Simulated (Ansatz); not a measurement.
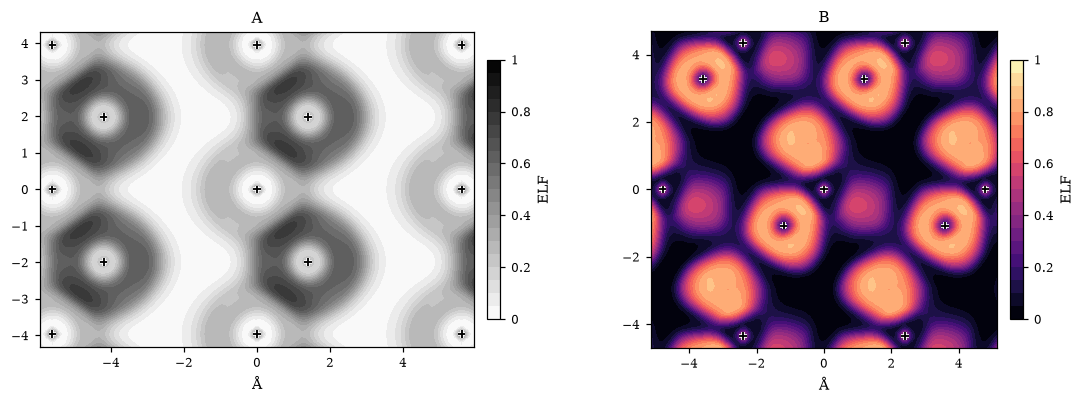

The ELF of 2 systems, each on a plane through atoms (crosses mark nuclei in the plane).

Computed with DFT LDA, scalar-relativistic, plane waves, PAW (Ansatz 0.2.0).

System 1: SiO2, the (101) plane of the conventional cell. Space group I-42d; changed on purpose from its base cell (volume × 0.94, shape and atoms relaxed).

System 2: GaAs, the (101) plane of the conventional cell. Space group F-43m.

> Which map belongs to which system?

Panel A is system 2, GaAs: the plane holds Ga and As. Ga–As (2.43 Å): the ELF peaks at about 0.75 between the atoms; localised, covalent bonding. Panel B is system 1, SiO2: the plane holds Si and O. Si–O (1.61 Å): the ELF peaks at about 0.85 between the atoms, as expected for a polar covalent bond.
